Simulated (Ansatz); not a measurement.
Single-point calculation of TiC63 (part 1 of 2)

- system: TiC63 (defect cell, 64 atoms in the cell)
- method: DFT PBE, scalar-relativistic, plane waves, PAW, spin-polarised (Ansatz 0.2.0)

The structure derives from an entry of the Crystallography Open Database.

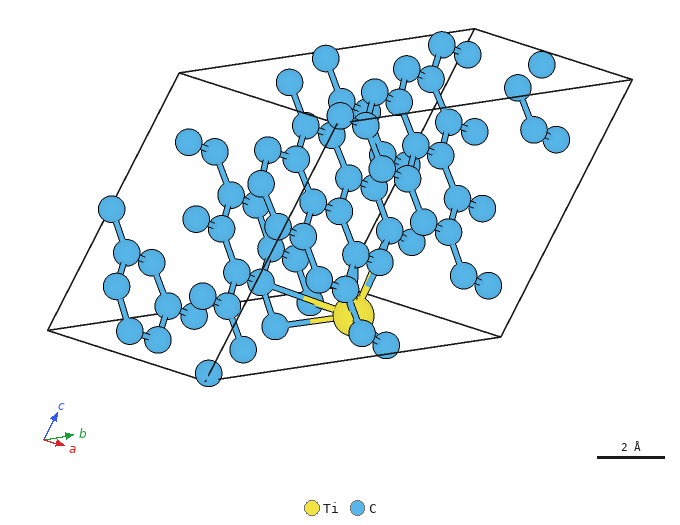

The structure as given in the input (ball-and-stick view of the cell of the calculation, seen at an oblique angle). An atom can appear more than once, as a periodic image.

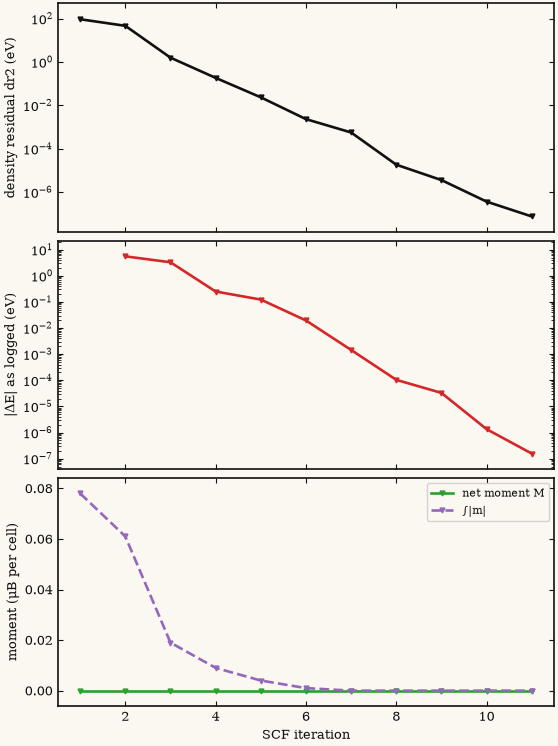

Convergence of the self-consistent field: density residual dr2, size of the energy change and magnetic moment against the SCF iteration. The residual falls at every step. The net moment stays at 0.0 μB per cell, and ∫|m| falls to zero.

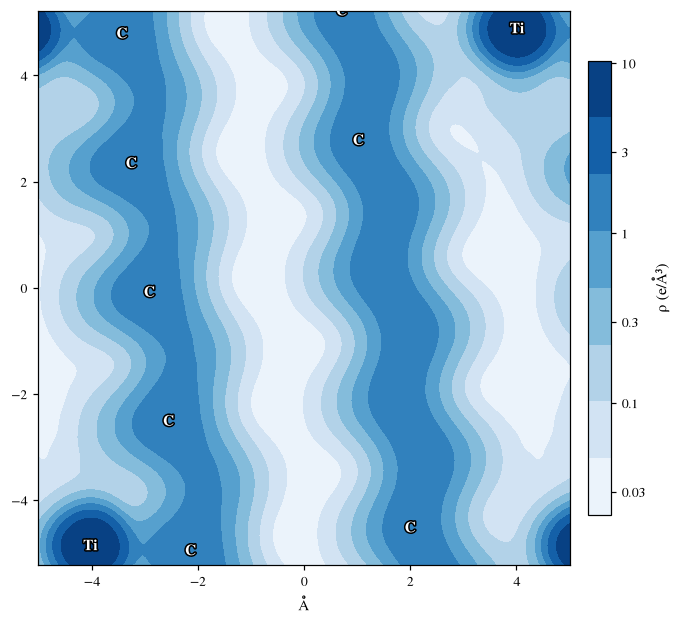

Valence pseudo-density on the (110) plane of the calculation cell. Ti–C (1.89 Å): ρ is about 1.1 e/Å³ halfway. Away from the nuclei the density in this plane falls to 0.02 e/Å³ at its lowest. In a PAW calculation such maps are meaningful between the atoms, not at the nuclei.

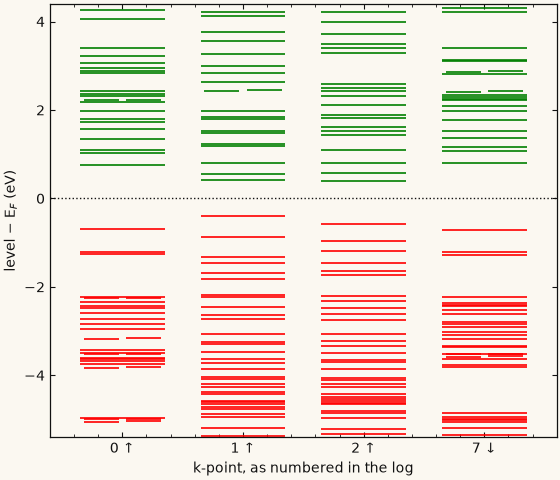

Kohn–Sham levels near the Fermi level (dotted) at the few k-points that the log prints; levels within 0.02 eV of each other stand side by side. Among these points the highest filled and lowest empty levels are 0.80 eV apart; the gap on the full mesh, 0.48 eV, has an edge at a point that isn't printed.

The input and output of the run follow.

## Input file
```yaml
crystal:
  lattice:
    - [0.0, -4.254, -6.696]
    - [-4.912, 4.254, -6.696]
    - [4.912, 4.254, -6.696]
  atoms:
    - { symbol: Ti, position: [0.5613387083, 0.7155776964, 0.04542501], spin: 0.2 }
    - { symbol: C, position: [0.3839125991, 0.8090051571, 0.3240670999] }
    - { symbol: C, position: [0.1362745194, 0.8082580952, 0.5696744693] }
    - { symbol: C, position: [0.8894801821, 0.8080303823, 0.8157080503] }
    - { symbol: C, position: [0.4456664947, 0.5264969665, 0.0130530553] }
    - { symbol: C, position: [0.2011385895, 0.5303572398, 0.2663946869] }
    - { symbol: C, position: [0.9552406447, 0.5321637308, 0.517604642] }
    - { symbol: C, position: [0.7024219829, 0.5304711964, 0.7654674714] }
    - { symbol: C, position: [0.1352249888, 0.3052754321, 0.0688195609] }
    - { symbol: C, position: [0.8823247674, 0.306350721, 0.3177930143] }
    - { symbol: C, position: [0.6349887904, 0.3056821199, 0.5704353604] }
    - { symbol: C, position: [0.3825706669, 0.3051140142, 0.8181133083] }
    - { symbol: C, position: [0.9508452165, 0.0301555912, 0.0155752974] }
    - { symbol: C, position: [0.7027047953, 0.0308796735, 0.2663284307] }
    - { symbol: C, position: [0.4528284677, 0.0310370627, 0.5162791619] }
    - { symbol: C, position: [0.2003250113, 0.0299868421, 0.7651177604] }
    - { symbol: C, position: [0.1957250364, 0.778632284, 0.0137027669] }
    - { symbol: C, position: [0.9523329524, 0.7810448272, 0.2664501039] }
    - { symbol: C, position: [0.703813585, 0.7815711521, 0.5165485392] }
    - { symbol: C, position: [0.4480739197, 0.7791141198, 0.7629673395] }
    - { symbol: C, position: [0.8914267517, 0.5574816116, 0.0689201124] }
    - { symbol: C, position: [0.6380254004, 0.5582395964, 0.3248462172] }
    - { symbol: C, position: [0.3879507934, 0.5579492851, 0.5720397335] }
    - { symbol: C, position: [0.1381416066, 0.5572858973, 0.8197716195] }
    - { symbol: C, position: [0.7018578806, 0.279915439, 0.0158222851] }
    - { symbol: C, position: [0.4524093381, 0.2803222741, 0.2665122875] }
    - { symbol: C, position: [0.2043118829, 0.2815617687, 0.5172368834] }
    - { symbol: C, position: [0.9537523183, 0.2812872304, 0.766882185] }
    - { symbol: C, position: [0.374077102, 0.0507268404, 0.0622422351] }
    - { symbol: C, position: [0.1318416103, 0.0559641123, 0.3176451115] }
    - { symbol: C, position: [0.8817588026, 0.0558626684, 0.5674106668] }
    - { symbol: C, position: [0.6216871087, 0.0505709889, 0.8142052778] }
    - { symbol: C, position: [0.2948536322, 0.9716654, 0.2337364993] }
    - { symbol: C, position: [0.0506703635, 0.9736497736, 0.4852896299] }
    - { symbol: C, position: [0.7959577832, 0.9712922754, 0.7313515015] }
    - { symbol: C, position: [0.5205711476, 0.9633183848, 0.9693600388], spin: 0.2 }
    - { symbol: C, position: [0.1160014514, 0.6963898974, 0.1822734265] }
    - { symbol: C, position: [0.8713029354, 0.6984447375, 0.4339383576] }
    - { symbol: C, position: [0.6182996084, 0.6969273052, 0.6815643668] }
    - { symbol: C, position: [0.3587919113, 0.6931646813, 0.9275692827] }
    - { symbol: C, position: [0.8024077494, 0.4746131291, 0.2361845666] }
    - { symbol: C, position: [0.5545589515, 0.4730027741, 0.4907160575] }
    - { symbol: C, position: [0.3025826938, 0.4729842542, 0.7365076382] }
    - { symbol: C, position: [0.0565398068, 0.4722366832, 0.986159347] }
    - { symbol: C, position: [0.6184736752, 0.1969511424, 0.1826208025] }
    - { symbol: C, position: [0.3701503687, 0.1979415371, 0.4336456908] }
    - { symbol: C, position: [0.1199886694, 0.1978827272, 0.6833029857] }
    - { symbol: C, position: [0.8690861045, 0.1972486984, 0.9327002821] }
    - { symbol: C, position: [0.8682365179, 0.9472008451, 0.182512528] }
    - { symbol: C, position: [0.6198506527, 0.9479435724, 0.4330950587] }
    - { symbol: C, position: [0.366631672, 0.946894202, 0.6812612539] }
    - { symbol: C, position: [0.1151148243, 0.9463549468, 0.9309875069] }
    - { symbol: C, position: [0.5474255764, 0.7218774919, 0.248723499], spin: 0.2 }
    - { symbol: C, position: [0.303979418, 0.7254798343, 0.490150054] }
    - { symbol: C, position: [0.0567588651, 0.7248345865, 0.7354235473] }
    - { symbol: C, position: [0.8141818853, 0.7208644642, 0.9787955762], spin: 0.2 }
    - { symbol: C, position: [0.3661148388, 0.4455844873, 0.1824662488] }
    - { symbol: C, position: [0.1211004527, 0.448303343, 0.4342303312] }
    - { symbol: C, position: [0.8714461471, 0.4483010521, 0.6838386209] }
    - { symbol: C, position: [0.6172546351, 0.4455422803, 0.9311564397] }
    - { symbol: C, position: [0.0481180787, 0.2225015103, 0.2343415697] }
    - { symbol: C, position: [0.7989377364, 0.2227135293, 0.4841509325] }
    - { symbol: C, position: [0.5484507736, 0.2211239485, 0.7350168953] }
    - { symbol: C, position: [0.2987602406, 0.2210124905, 0.9841353502] }
magnetization:
  spin_polarized: true
basis:
  ecutwfc: 420
  fft_grid_basis: typed
kpoints:
  mp_grid: { grid: [2, 2, 2] }
hamiltonian:
  xc: pbe
  pseudopotentials: { kind: paw }
scf:
  occupations: { method: gaussian, width: 0.05 }
output:
  forces: true
  stress: false
  eigenvalues: true
  bader: true
  write_density: true
  volumetric_format: npy
  populations: true
```

Launch command:
```bash
ansatz run input.yaml --threads 4 --pin off --max-ram 10240MiB --backend cpu --events-out ev --progress --plain --runs-dir out
```

## Log
```
Engine: ansatz 0.2.0, aarch64-unknown-linux-gnu
Pseudopotentials: kind: paw
Pseudopotential: Ti, paw, valence charge 12, recommended cutoff 420 eV (normal), Ti.paw.azcp
Pseudopotential: C, paw, valence charge 4, recommended cutoff 420 eV (normal), C.paw.azcp
Functional definition: PBE
  parameter kappa = 0.804
  parameter beta = 0.06672455060314922
  exchange = pbe_x(kappa = kappa, mu = beta*pi^2/3)
  correlation = pbe_c(beta = beta)
Crystal: 64 atoms, lattice volume = 559.669 Å³
Basis set: ecut = 420 eV, 10989 PW (Γ), exchange–correlation on 108×128×128 points (8 copies of the dense FFT grid, shifted against one another)
Bands: 197, of which v1, the nominal top of the filled ones, is band 132 counted from 1 (131 counted from 0)
Symmetry: 1 space group operations
Space group: P1 (ITA 1), of the structure as read, at distance tolerance 8.2e-5 Å
Magnetic group: BNS 1.1 (UNI 1), of the structure as read, at distance tolerance 8.2e-5 Å
k-points: 8
Non-local potential: Ti, projectors of the file, l = 0: 3, l = 1: 2, l = 2: 3, l = 3: 1
Non-local potential: C, projectors of the file, l = 0: 2, l = 1: 2, l = 2: 1
PAW form: soft (Blöchl's): semilocal exchange-correlation on the pseudo side does not see the compensation charge
PAW one-centre angular grid: Ti, 590 points (default); XC on 64 Gauss nodes
PAW one-centre angular grid: C, 110 points (default); XC on 64 Gauss nodes
Initial density: superposition of atomic densities (chi_scale 0.1, normalization cell, long waves kept (reshape's long-wave potential 0.27 eV rms))
Starting moments: Σ|m| = 0.8 μB on 4 of 64 sites
Initial wavefunctions: pseudopotential atomic-orbital guess
Functional: x = pbe(κ = 0.804, μ = 0.2195149727645171), c = pbe(β = 0.06672455060314922)
SCF iter   1: F=—  HF=-18312.216824 eV  |F-HF|=—  |Δ(HF+E_count)|=         —  Δρ=6.73e-2 (↑6.60e-2 ↓6.73e-2)  dr2=9.33e1  dr2_m=5.48e-2  M=0.000 μB ∫|m|=0.078 μB  β_m=0.30  ethr=3.10e-3  ⟨swp⟩=6.0  Hψ=14001  notcnv=0  defer=594
Mixer restart at iter 1: flushing history
preconditioner: auto → Resta (q_TF=auto, 2.407 Å⁻¹)  ε∞=3.5  [insulator: Δε(μ)=0.223 eV  Ē_g=15.796 eV  σ=0.050 eV  W_gap=1.00  n_scr=132 (ndim 8)  ℏωp=25.1 eV  f_vac=0.000  D(μ)=0.03/eV (n_scr^D=0)  ε∞_Penn≈3.5]
spin=Collinear: Resta preconditioning applied to the charge; magnetization (m = ρ↑ − ρ↓) channel mixes plain (no charge-response kernel on spin).
SCF iter   2: F=—  HF=-18306.661946 eV  |F-HF|=—  |Δ(HF+E_count)|=    5.55e0  Δρ=4.70e-2 (↑4.61e-2 ↓4.70e-2)  dr2=4.64e1  dr2_m=2.81e-2  M=0.000 μB ∫|m|=0.061 μB  β_m=0.64  ethr=3.10e-3  ⟨swp⟩=2.2  Hψ=5856  notcnv=0  defer=922
SCF iter   3: F=—  HF=-18303.370569 eV  |F-HF|=—  |Δ(HF+E_count)|=    3.29e0  Δρ=6.64e-3 (↑6.59e-3 ↓6.64e-3)  dr2=1.58e0  dr2_m=1.75e-4  M=0.000 μB ∫|m|=0.019 μB  β_m=0.62  ethr=3.10e-3  ⟨swp⟩=3.0  Hψ=5452  notcnv=0  defer=922
SCF iter   4: F=—  HF=-18303.120977 eV  |F-HF|=—  |Δ(HF+E_count)|=   2.50e-1  Δρ=3.26e-3 (↑3.26e-3 ↓3.24e-3)  dr2=1.85e-1  dr2_m=3.79e-5  M=0.000 μB ∫|m|=0.009 μB  β_m=0.73  ethr=5.98e-4  ⟨swp⟩=3.5  Hψ=5887  notcnv=0  defer=948
SCF iter   5: F=—  HF=-18303.243915 eV  |F-HF|=—  |Δ(HF+E_count)|=   1.23e-1  Δρ=9.77e-4 (↑9.77e-4 ↓9.76e-4)  dr2=2.35e-2  dr2_m=4.06e-6  M=0.000 μB ∫|m|=0.004 μB  β_m=0.84  ethr=7.01e-5  ⟨swp⟩=2.0  Hψ=5308  notcnv=0  defer=948
SCF iter   6: F=—  HF=-18303.263405 eV  |F-HF|=—  |Δ(HF+E_count)|=   1.95e-2  Δρ=2.85e-4 (↑2.85e-4 ↓2.83e-4)  dr2=2.32e-3  dr2_m=5.76e-8  M=0.000 μB ∫|m|=0.001 μB  β_m=0.89  ethr=8.91e-6  ⟨swp⟩=2.0  Hψ=5248  notcnv=0  defer=948
SCF iter   7: F=—  HF=-18303.264852 eV  |F-HF|=—  |Δ(HF+E_count)|=   1.45e-3  Δρ=1.18e-4 (↑1.17e-4 ↓1.18e-4)  dr2=5.63e-4  dr2_m=8.80e-9  M=0.000 μB ∫|m|=0.000 μB  β_m=0.86  ethr=8.80e-7  ⟨swp⟩=2.0  Hψ=5175  notcnv=0  defer=948
SCF iter   8: F=—  HF=-18303.264956 eV  |F-HF|=—  |Δ(HF+E_count)|=   1.04e-4  Δρ=2.74e-5 (↑2.74e-5 ↓2.69e-5)  dr2=1.84e-5  dr2_m=2.09e-9  M=0.000 μB ∫|m|=0.000 μB  β_m=0.85  ethr=2.13e-7  ⟨swp⟩=2.0  Hψ=4518  notcnv=0  defer=948
SCF iter   9: F=—  HF=-18303.264923 eV  |F-HF|=—  |Δ(HF+E_count)|=   3.29e-5  Δρ=1.23e-5 (↑1.21e-5 ↓1.23e-5)  dr2=3.60e-6  dr2_m=4.37e-10  M=0.000 μB ∫|m|=0.000 μB  β_m=0.84  ethr=6.97e-9  ⟨swp⟩=2.0  Hψ=5248  notcnv=0  defer=948
SCF iter  10: F=—  HF=-18303.264924 eV  |F-HF|=—  |Δ(HF+E_count)|=   1.35e-6  Δρ=3.96e-6 (↑3.96e-6 ↓3.89e-6)  dr2=3.66e-7  dr2_m=1.26e-10  M=0.000 μB ∫|m|=0.000 μB  β_m=0.83  ethr=1.37e-9  ⟨swp⟩=2.0  Hψ=5264  notcnv=0  defer=948
SCF iter  11: F=-18303.264925 eV  HF=-18303.264925 eV  |F-HF|=4.31e-8  |Δ(HF+E_count)|=   1.57e-7  Δρ=1.50e-6 (↑1.46e-6 ↓1.50e-6)  dr2=7.57e-8  dr2_m=3.12e-11  M=0.000 μB ∫|m|=0.000 μB  ethr=3.79e-11  ⟨swp⟩=20.4  Hψ=27420  notcnv=0
SCF 1 converged in 11 iterations: F = -18303.264925 eV  dr2 = 7.57e-8
  greatest PAW one-centre occupation: 0.999 electrons in one spin orbital (limit 2), on the Ti atom at site 0 (counted from 0), in its partial waves of l = 0
WARN: the starting moments were not kept: the SCF closed with an absolute magnetisation of 4.0e-5 μB, where they sum to 0.8 μB in size (4 sites). That is at most 0.1 of that sum. Measured as dr2_m measures the in/out step, that magnetisation stands 3.8e-11 eV from none, at or under the dr2_threshold of 1.0e-7 eV: it is no larger than a step whose dr2_m would equal this threshold. The system may hold no moment; this SCF shows only that its start led to no more than that. To try another start: raise the starting moments (crystal.atoms[].spin, magnetization.per_species, magnetization.initial_magnetization, or on a non-collinear deck that types none of these the spinor_matrix: blocks that start its atoms; where the total moment is fixed, keep their sum and leave initial_magnetization as it is; typed ones take the place of any that the run laid by itself, positive ones on a crystal's lanthanoids without a Hubbard term where scf.initial_density.shell_occupations: [] is typed) or, if the notice of its spin-set hold's release reads "site moments contracting" or "site moments show no strong build", lengthen the hold (scf.mixing.spin_hold: { on: { confirm: 4 } }; for m-r²SCAN on two components see the key's manual first). Each may lead to a state that holds a moment. A second SCF, from the converged charge density, with the starting moments and any scf.initial_density.shell_occupations laid on it anew, would have followed, and was not run: the deck does not ask for one (magnetization.retry_lost_moments is false, the default). To let it run, set magnetization.retry_lost_moments: true and run the deck again, where that key's refused combinations let it; where memory then withholds it, that run's warning says so.
SCF converged after 11 iterations
Magnetization: 0.0000 μB (132.0000 up, 132.0000 down)
Absolute magnetization: 0.0000 μB (∫|ρ↑−ρ↓|, with the PAW one-centre terms)
Spin contamination: 0.0000 ħ² per cell (⟨S²⟩ above its minimum at these occupations)
Per-site moments (μB) at R_I (Å): [(-1.3623933257672154e-8, 0.7778009942796764), (-4.598278936834675e-7, 0.5725343321970982), (-6.105040202728615e-7, 0.5793187689425788), (-4.544627096790133e-7, 0.5723029568391383), (-9.141059677313748e-8, 0.5872268543564793), (-1.0082283975320662e-7, 0.5841962541291232), (-1.1363024154498884e-7, 0.5845190790568521), (-1.0809071252196315e-7, 0.5842090870939836), (-6.51850016023697e-7, 0.5812533299764037), (-5.621562809893063e-7, 0.5844209582144366), (-6.561101003554276e-7, 0.5812793222477166), (-6.349516768658275e-7, 0.5838908682587912), (-1.1001062287345623e-7, 0.5838530451827451), (-9.62304968246041e-8, 0.5844117139329082), (-1.0368054232418156e-7, 0.5838943680933877), (-1.1079279990377096e-7, 0.5844055057801174), (-9.596042932008823e-8, 0.5848940836987164), (-9.75644961796174e-8, 0.5836379365008341), (-1.0509425297530595e-7, 0.5838076356685178), (-9.389573707476958e-8, 0.584902935281227), (-3.594268559717787e-7, 0.5776788232681067), (-3.470858573290767e-7, 0.5777245892363664), (-6.400024836826566e-7, 0.5825751096074336), (-6.348286901385483e-7, 0.5826647894711029), (-1.1375786364004556e-7, 0.5843841031319316), (-1.1277077207568554e-7, 0.5844080162000033), (-1.0664304823860526e-7, 0.5844399619109576), (-1.1049913779714814e-7, 0.5845254465850083), (-5.452437832410385e-7, 0.5810880059410422), (-5.537509820667244e-7, 0.5813930857121185), (-5.587102550326069e-7, 0.5812640718770894), (-5.339394829533454e-7, 0.5810550260764435), (5.825912811799234e-7, 0.5813930857121185), (5.193424867246649e-7, 0.5846133618009103), (5.969353260637433e-7, 0.5812640718770894), (2.999735115908734e-7, 0.5810550260764435), (8.708120495816458e-8, 0.5836379365008341), (9.520383660097726e-8, 0.5845131548683177), (9.013690871572842e-8, 0.5838076356685178), (7.728884604062752e-8, 0.5877317303195229), (4.4646005510391043e-7, 0.5849019228338), (6.494495427579409e-7, 0.5812793222477166), (6.175585624368705e-7, 0.5825751096074336), (6.449470717621459e-7, 0.5812533299764037), (9.960117355577417e-8, 0.5844886456289671), (8.920905326514759e-8, 0.5843706977994069), (8.944861088141876e-8, 0.5844055057801174), (9.940774125530243e-8, 0.5842959060821539), (7.470156340768794e-8, 0.5844117139329082), (7.655832272404834e-8, 0.5844168981259107), (9.425567786219567e-8, 0.5838943680933877), (1.0478107234691396e-7, 0.5838530451827451), (1.5092401480687978e-7, 0.5725343321970982), (6.243761999025412e-7, 0.5793187689425788), (6.204934330039994e-7, 0.5793190877494103), (1.3461672954196703e-7, 0.5723029568391383), (9.447308712487455e-8, 0.5846147828522164), (9.48599990916216e-8, 0.5841962541291232), (1.0256408006635962e-7, 0.5842090870939836), (9.389602281751101e-8, 0.5845526388476533), (5.65266329817439e-7, 0.5845203487835047), (5.52118192840297e-7, 0.5844209582144366), (6.75596794784273e-7, 0.5835923648412487), (6.776766959241167e-7, 0.5836238988150035)]
Free energy (F): -18303.264925 eV
Harris-Foulkes:  -18303.264925 eV  (|F-HF|=4.31e-8)
Internal energy: -18303.264925 eV  (E = F + TS)
E sigma→0 (E₀):  -18303.264925 eV
Fermi energy:    7.661242 eV
--- Per-component energies (eV) ---
  E_band       = -654.488559
  E_kinetic    = 6038.391312
  E_local      = -10786.602916  (includes V_loc(G=0)·N_el)
  E_nonlocal   = 1736.564339
  E_hartree    = 3421.334381
  E_xc         = -3132.885801
  E_vxc        = -3881.300845  (∫ρ·V_xc dr)
  E_paw        = -7309.775466  (= ΣΔE_a)
  E_vpaw       = -604.200190  (= ΣTr[D̂ρ^β])
  E_aug_tail   = 0.000619  (compensation charges beyond the density's cutoff)
  E_ewald      = -8270.291392
  E_smearing   = -0.000000  (= −TS)
  E_closure    = 0.000000  (closes the sum)
  Σ components = -18303.264925   (vs F -18303.264925, Δ=0.00e0)
```
